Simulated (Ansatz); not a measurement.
Cr$_{2}$O$_{3}$

The calculation's input:

```
crystal:
  lattice:
    - [2.4862178984, 1.4354185729, 4.4723821158]
    - [-2.4862178984, 1.4354185729, 4.4723821158]
    - [0.0, -2.8708371458, 4.4723821158]
  atoms:
    - { symbol: Cr, position: [0.3503204332, 0.3503204332, 0.3503204332], spin: 2.64 }
    - { symbol: Cr, position: [0.1496795668, 0.1496795668, 0.1496795668], spin: 2.64 }
    - { symbol: Cr, position: [0.6496795668, 0.6496795668, 0.6496795668], spin: 2.64 }
    - { symbol: Cr, position: [0.8503204332, 0.8503204332, 0.8503204332], spin: 2.64 }
    - { symbol: O, position: [0.5512639374, 0.9487360626, 0.25] }
    - { symbol: O, position: [0.25, 0.5512639374, 0.9487360626] }
    - { symbol: O, position: [0.9487360626, 0.25, 0.5512639374] }
    - { symbol: O, position: [0.4487360626, 0.0512639374, 0.75] }
    - { symbol: O, position: [0.75, 0.4487360626, 0.0512639374] }
    - { symbol: O, position: [0.0512639374, 0.75, 0.4487360626] }
basis:
  ecutwfc: 420
kpoints:
  mp_grid: { grid: [12, 12, 12] }
  band_path:
    path:
      - [[0.0, 0.0, 0.0], [0.5, 0.5, 0.5], [0.76466001, 0.23533999, 0.5]]
      - [[0.5, -0.23533999, 0.23533999], [0.5, 0.0, 0.0], [0.0, 0.0, 0.0], [0.36766999, -0.36766999, 0.0]]
      - [[0.63233001, 0.0, 0.36766999], [0.5, 0.0, 0.5], [0.0, 0.0, 0.0]]
    npoints: 14
hamiltonian:
  xc: pbesol
scf:
  occupations: { method: gaussian, width: 0.02 }
  n_extra_bands: 25
output:
  forces: true
  stress: true
  eigenvalues: true
  populations: true
  dos: { projected: true, de: 0.02, nscf_kmesh: { grid: [18, 18, 18] } }
  bader: true
  write_density: true
  write_potential: true
  elf: true
  volumetric_format: npy
magnetization:
  spin_polarized: true
checkpoint:
  read: start.run
  write: ck
  compress: false
  write_wavefunctions: false
  write_every: 100000
```

Run with:

```sh
ansatz run input.yaml --threads 2 --pin off --max-ram 5120MiB --backend cpu --events-out ev --progress --plain --runs-dir out
```

Below, planes, directions and counts refer to the conventional cell (a = 4.97 Å, b = 4.97 Å, c = 13.42 Å, α = 90.00°, β = 90.00°, γ = 120.00°).

Space group R-3c; the program warned that this state isn't the lowest known; spin-polarised.

Theory: DFT PBEsol, scalar-relativistic, plane waves, PAW (Ansatz).

The density is the valence pseudo-density of a PAW calculation; it isn't the true density close to the nuclei.

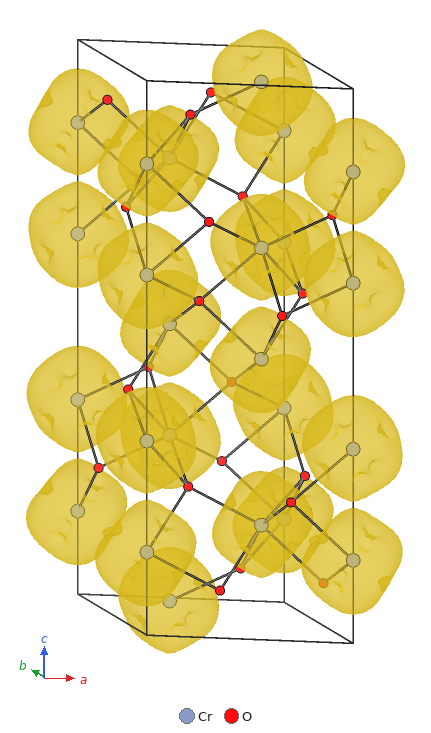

Figure 1. Isosurfaces of the spin density at +0.06 (yellow) and −0.06 e/Å³ (cyan), seen slightly off an axis. Sticks mark near contacts.

**Describe the spin distribution.**

The spin density sits on Cr: +2.4 μB (×12) in one cell of 30 atoms: parallel moments (a ferromagnetic arrangement) in this solution. The cell of the calculation (10 atoms) carries 12.0 μB of net spin moment. Only one sign reaches the isovalue.

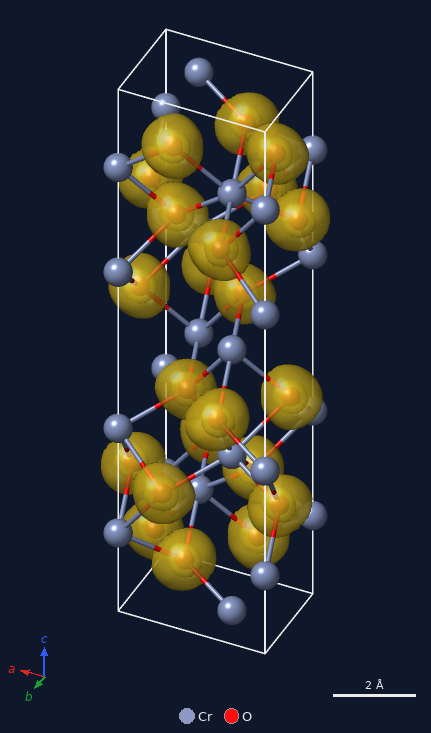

Figure 2. Isosurface of the electron localisation function at 0.75 (yellow), seen at an oblique angle. Core shells and regions of very low density are left out. Sticks mark near contacts.

**Identify the bonds, lone pairs and shells in this picture.**

At this value the surface marks out 18 regions wrapped around O (the valence shell of each), counted in one cell of 30 atoms. Any copies at cell faces, edges or corners count once.


Cr–O (1.96 Å): the ELF peaks at about 0.85 in the valence shell of O, 0.6 Å from its nucleus, and is about 0.20 at the midpoint: no shared electron pair shows on this line. Cr–O (2.01 Å): the ELF peaks at about 0.85 in the valence shell of O, 0.6 Å from its nucleus, and is about 0.20 at the midpoint (no shared electron pair shows on this line).

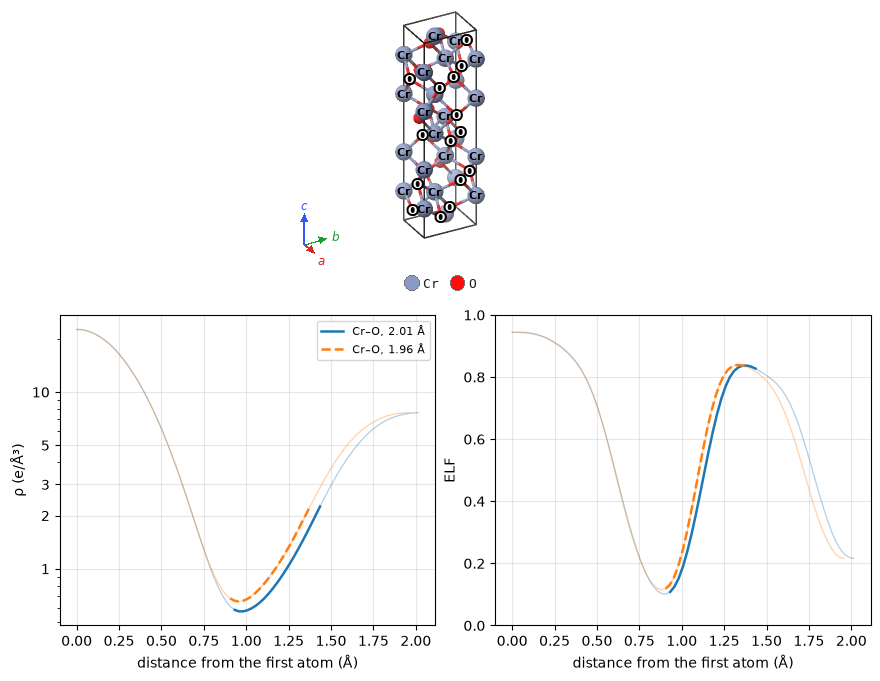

Figure 3. Valence pseudo-density and electron localisation function along straight lines between neighbouring atoms. Thin, pale parts lie inside the atomic spheres. The structure is drawn too.

**What can be read from the curves?**

Cr–O (2.01 Å): ρ at the midpoint is about 0.58 e/Å³; the ELF peaks at about 0.85 in the valence shell of O, 0.6 Å from its nucleus, and is about 0.20 at the midpoint (no localised pair shows between them).
Cr–O (1.96 Å): the density is about 0.66 e/Å³ at the midpoint; the ELF peaks at about 0.85 in the valence shell of O, 0.6 Å from its nucleus, and is about 0.20 at the midpoint; no localised pair shows between them.

**Which way does charge flow, and how much by Bader's partition?**

Electrons move from Cr towards O. Bader charges: Cr +1.73 and O −1.15 e.

**Does the calculation make it a metal, or give it a gap?**

It is gapped, with a Kohn–Sham gap of 0.58 eV on the k-point mesh (the band edges may lie off the mesh, which would make the gap smaller).
